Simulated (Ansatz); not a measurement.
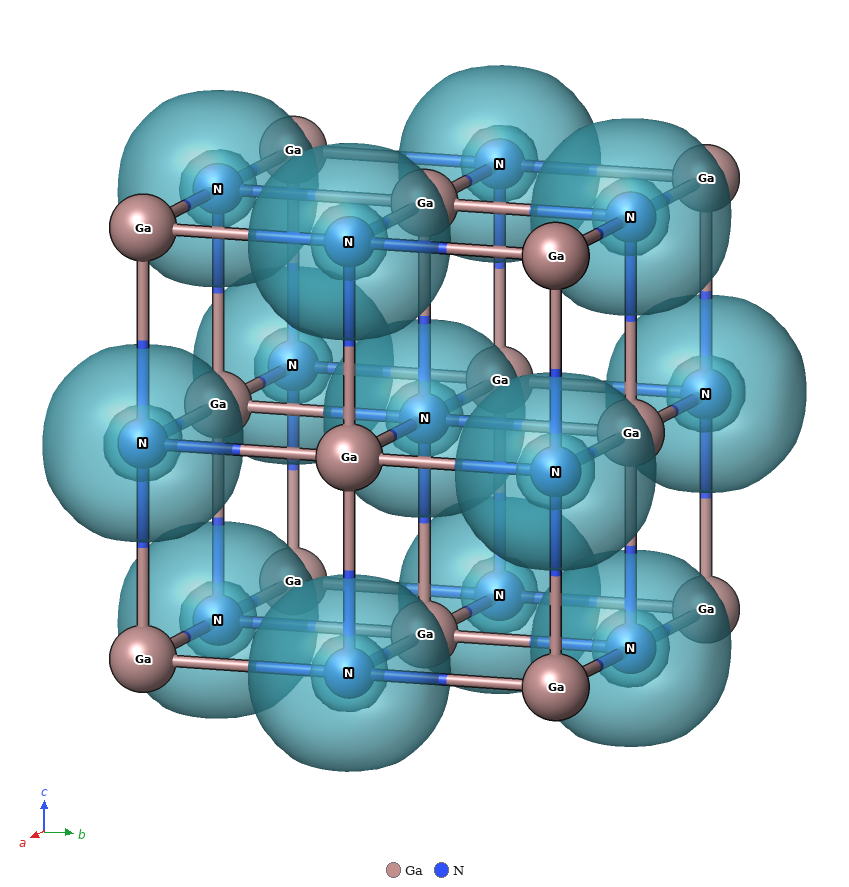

*GaN. Isosurface of the electron localisation function at 0.6 (cyan), seen slightly off an axis. Core shells and regions of very low density are left out. Sticks mark near contacts.*

Space group Fm-3m; a structure from a database of computed crystals, not necessarily the ambient phase; computed pressure about −9 GPa in this cell.

Level of theory: Ansatz 0.2.0, Kohn-Sham DFT of a periodic cell, HSE06 form with a typed share of exact exchange, Ansatz PAW.

**Describe the localisation domains.**

At this value the surface marks out four regions wrapped around N (the valence shell of each), counted in one cell of 8 atoms. Any copies at cell faces, edges or corners count once. Profiles from the grid: Ga–N (2.14 Å): the ELF peaks at about 0.85 in the valence shell of N, 0.7 Å from its nucleus, and is about 0.35 at the midpoint.

**Does the calculation give a band gap?**

It is gapped, with a Kohn–Sham gap of 1.4 eV on the k-point mesh, an upper bound to the gap of this method.
